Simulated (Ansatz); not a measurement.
InGa23N24 (cell with a defect)

Input file:

```
crystal:
  lattice:
    - [6.36, 0.0, 0.0]
    - [-4.77, 8.261882352, 0.0]
    - [0.0, 0.0, 10.332]
  atoms:
    - { symbol: In, position: [0.1666666666, 0.2222222222, 0.0] }
    - { symbol: Ga, position: [0.1666666666, 0.2222222222, 0.5] }
    - { symbol: Ga, position: [0.1666666666, 0.5555555556, 0.0] }
    - { symbol: Ga, position: [0.1666666666, 0.5555555556, 0.5] }
    - { symbol: Ga, position: [0.1666666666, 0.8888888889, 0.0] }
    - { symbol: Ga, position: [0.1666666666, 0.8888888889, 0.5] }
    - { symbol: Ga, position: [0.6666666666, 0.2222222222, 0.0] }
    - { symbol: Ga, position: [0.6666666666, 0.2222222222, 0.5] }
    - { symbol: Ga, position: [0.6666666666, 0.5555555556, 0.0] }
    - { symbol: Ga, position: [0.6666666666, 0.5555555556, 0.5] }
    - { symbol: Ga, position: [0.6666666666, 0.8888888889, 0.0] }
    - { symbol: Ga, position: [0.6666666666, 0.8888888889, 0.5] }
    - { symbol: Ga, position: [0.3333333334, 0.1111111111, 0.25] }
    - { symbol: Ga, position: [0.3333333334, 0.1111111111, 0.75] }
    - { symbol: Ga, position: [0.3333333334, 0.4444444444, 0.25] }
    - { symbol: Ga, position: [0.3333333334, 0.4444444444, 0.75] }
    - { symbol: Ga, position: [0.3333333334, 0.7777777778, 0.25] }
    - { symbol: Ga, position: [0.3333333334, 0.7777777778, 0.75] }
    - { symbol: Ga, position: [0.8333333334, 0.1111111111, 0.25] }
    - { symbol: Ga, position: [0.8333333334, 0.1111111111, 0.75] }
    - { symbol: Ga, position: [0.8333333334, 0.4444444444, 0.25] }
    - { symbol: Ga, position: [0.8333333334, 0.4444444444, 0.75] }
    - { symbol: Ga, position: [0.8333333334, 0.7777777778, 0.25] }
    - { symbol: Ga, position: [0.8333333334, 0.7777777778, 0.75] }
    - { symbol: "N", position: [0.1666666666, 0.2222222222, 0.1925] }
    - { symbol: "N", position: [0.1666666666, 0.2222222222, 0.6925] }
    - { symbol: "N", position: [0.1666666666, 0.5555555556, 0.1925] }
    - { symbol: "N", position: [0.1666666666, 0.5555555556, 0.6925] }
    - { symbol: "N", position: [0.1666666666, 0.8888888889, 0.1925] }
    - { symbol: "N", position: [0.1666666666, 0.8888888889, 0.6925] }
    - { symbol: "N", position: [0.6666666666, 0.2222222222, 0.1925] }
    - { symbol: "N", position: [0.6666666666, 0.2222222222, 0.6925] }
    - { symbol: "N", position: [0.6666666666, 0.5555555556, 0.1925] }
    - { symbol: "N", position: [0.6666666666, 0.5555555556, 0.6925] }
    - { symbol: "N", position: [0.6666666666, 0.8888888889, 0.1925] }
    - { symbol: "N", position: [0.6666666666, 0.8888888889, 0.6925] }
    - { symbol: "N", position: [0.3333333334, 0.1111111111, 0.4425] }
    - { symbol: "N", position: [0.3333333334, 0.1111111111, 0.9425] }
    - { symbol: "N", position: [0.3333333334, 0.4444444444, 0.4425] }
    - { symbol: "N", position: [0.3333333334, 0.4444444444, 0.9425] }
    - { symbol: "N", position: [0.3333333334, 0.7777777778, 0.4425] }
    - { symbol: "N", position: [0.3333333334, 0.7777777778, 0.9425] }
    - { symbol: "N", position: [0.8333333334, 0.1111111111, 0.4425] }
    - { symbol: "N", position: [0.8333333334, 0.1111111111, 0.9425] }
    - { symbol: "N", position: [0.8333333334, 0.4444444444, 0.4425] }
    - { symbol: "N", position: [0.8333333334, 0.4444444444, 0.9425] }
    - { symbol: "N", position: [0.8333333334, 0.7777777778, 0.4425] }
    - { symbol: "N", position: [0.8333333334, 0.7777777778, 0.9425] }
kpoints:
  mp_grid: { grid: [4, 3, 3] }
scf:
  occupations: { method: fermi_dirac, width: 0.01 }
hamiltonian:
  xc: pbe
  pseudopotentials: { kind: paw, frozen_core: stored }
output:
  forces: true
  stress: true
  populations: true
  efg: { quadrupole_moments_barn: { In: 0.772, Ga: 0.107, "N": 0.02044 } }
  write_density: true
  write_potential: true
  elf: true
  volumetric_format: npy
relax:
  f_tol: 0.02
  max_steps: 50
```

Launched as:

```sh
ansatz run input.yaml --threads 4 --pin off --max-ram 8192MiB --backend cpu --events-out ev --progress --plain --runs-dir out
```

The fields are those of the relaxed geometry.

Computed pressure about 10 GPa in this cell.

Computed with Ansatz, DFT, PBE, plane-wave PAW, default files, scalar-relativistic, frozen cores.

The density is the valence pseudo-density of a PAW calculation; it isn't the true density close to the nuclei.

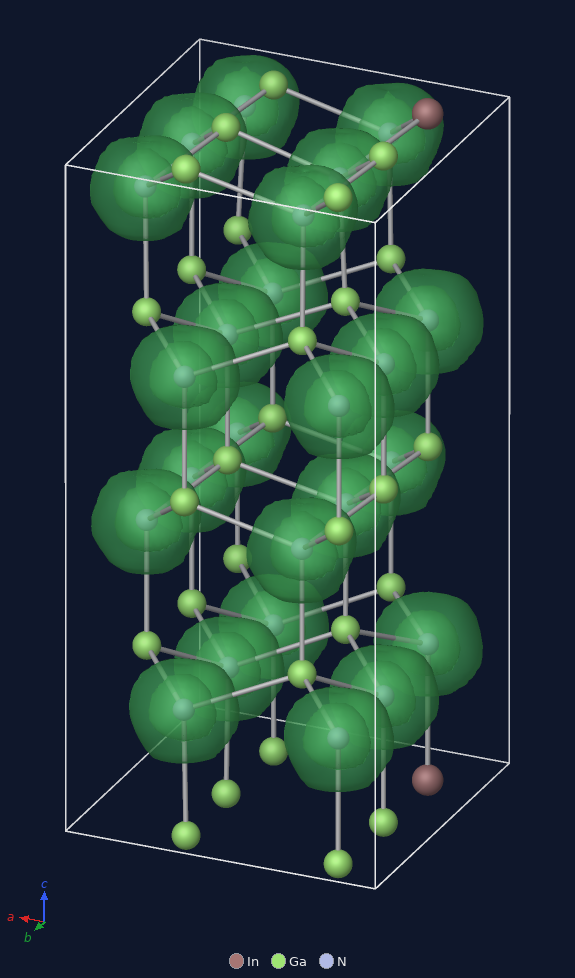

Figure 1. Isosurface of the ELF at 0.75 (green), seen at an oblique angle. Only the valence region is drawn (cores and ρ < 0.01 e/Å³ removed). Sticks mark near contacts.

**Identify the bonds, lone pairs and shells in this picture.**

At this value the surface marks out 24 regions wrapped around N (the valence shell of each), counted in one cell of 48 atoms. Regions shared between cells count once. Along the contacts the grid gives the following. Ga–N (1.91 Å): the ELF peaks at about 0.85 in the valence shell of N, 0.6 Å from its nucleus, and is about 0.50 at the midpoint. In–N (2.08 Å): the ELF peaks at about 0.85 in the valence shell of N, 0.7 Å from its nucleus, and is about 0.25 at the midpoint (no shared electron pair shows on this line).

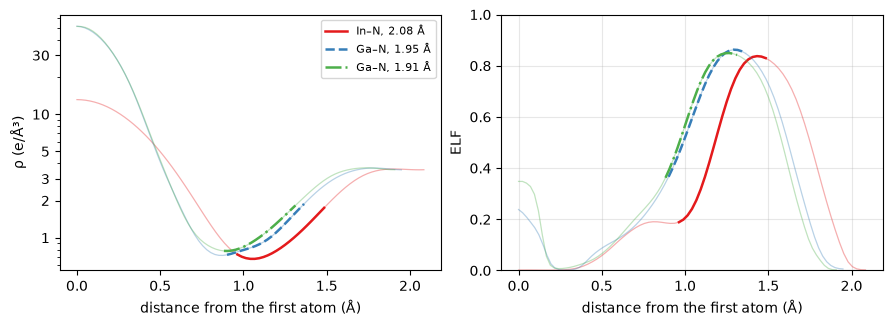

Figure 2. Valence pseudo-density and ELF along straight lines between neighbouring atoms. Thin, pale parts lie inside the atomic spheres.

**Compare the contacts.**

In–N (2.08 Å): ρ is about 0.67 e/Å³ halfway; the ELF peaks at about 0.85 in the valence shell of N, 0.7 Å from its nucleus, and is about 0.25 at the midpoint; no localised pair shows between them.
Ga–N (1.95 Å): ρ is about 0.78 e/Å³ halfway; the ELF peaks at about 0.85 in the valence shell of N, 0.7 Å from its nucleus, and is about 0.50 at the midpoint.
Ga–N (1.91 Å): ρ at the midpoint is about 0.8 e/Å³; the ELF peaks at about 0.85 in the valence shell of N, 0.6 Å from its nucleus, and is about 0.50 at the midpoint.

**Metal or insulator at this level of theory?**

It is gapped, with a Kohn–Sham gap of 1.9 eV on the k-point mesh, an upper bound to the gap of this method.
